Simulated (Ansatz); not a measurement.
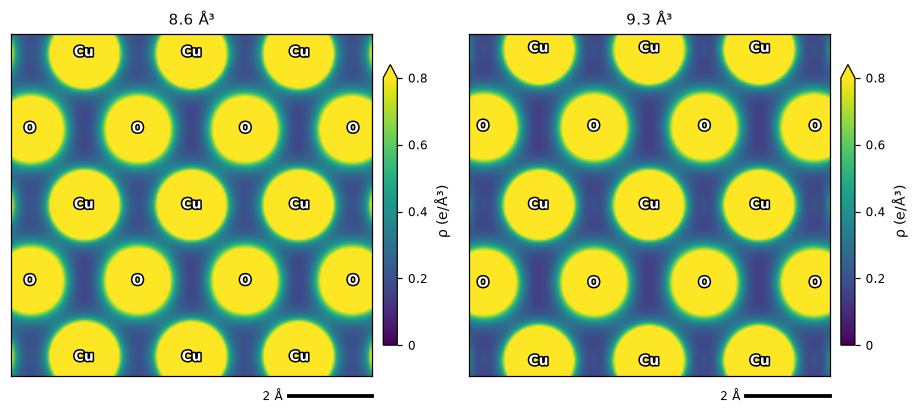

CuO. The valence charge density (pseudo) of cells scaled evenly to different volumes (given per atom above each panel), on the (011̄) plane of each (indices in the axes of the cell below), at one length scale and on one colour scale.

Computed without spin polarisation.

Level of theory: Ansatz 0.2.0, DFT, PBE, PAW with Ansatz's default frozen-core files, scalar-relativistic.

In a PAW calculation such maps are meaningful between the atoms, not at the nuclei.

The largest cell:

```
CELL_PARAMETERS angstrom
2.65430 0.00000 0.00000
0.00000 2.65430 0.00000
0.00000 0.00000 2.65430
ATOMIC_POSITIONS crystal
Cu 0.00000 0.00000 0.00000
O 0.50000 0.50000 0.50000
```

| volume (Å³/atom) | Cu–O contact in the plane (Å) | ρ at its midpoint (e/Å³) | pressure (GPa) | 
| --- | --- | --- | --- |
| 8.62 | 2.237 | 0.347 | 12.2 | 
| 9.17 | 2.284 | ? | ? | 
| 9.35 | 2.299 | 0.302 | −3.2 | 

What values belong in the row with question marks?

Answer. Over the known rows ln ρ falls by 2.24 per Å of Cu–O distance (the line through the two), which gives 0.312 e/Å³ at 2.284 Å; the calculation gives 0.313 e/Å³. For the pressure, a straight line in volume between the neighbouring rows gives 0.6 GPa; the calculation gives 0.0, lower because pressure rises ever faster on compression.
